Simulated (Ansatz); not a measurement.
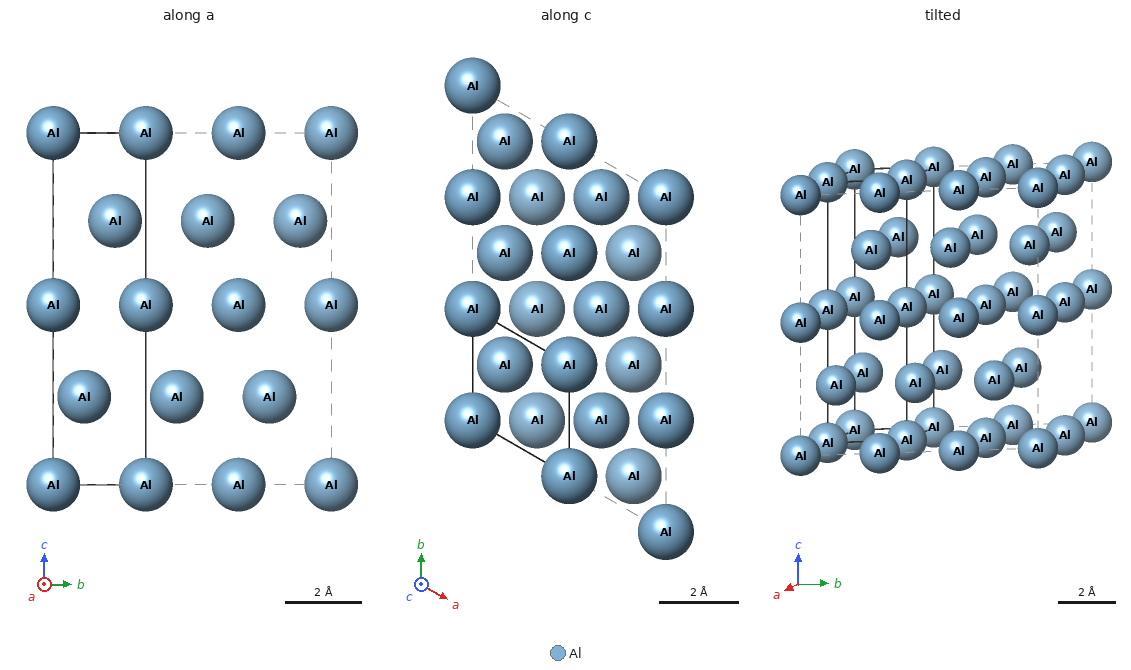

Structure drawing (spheres-only), viewed along the a axis, along the c axis and slightly off an axis. A 2×3×1 array of cells is drawn; the conventional unit cell has the solid edges. Cell: a = 2.836 Å, b = 2.836 Å, c = 9.322 Å, α = 90.00°, β = 90.00°, γ = 120.00°.

Describe the crystal.

The element is aluminium. It is primitive hexagonal, space group P3m1 (No. 156). The cell holds four atoms.

Its origin is a structure listed in the Materials Project. The cell was then strained or its atoms displaced on purpose. It was run through Ansatz as a DFT input.
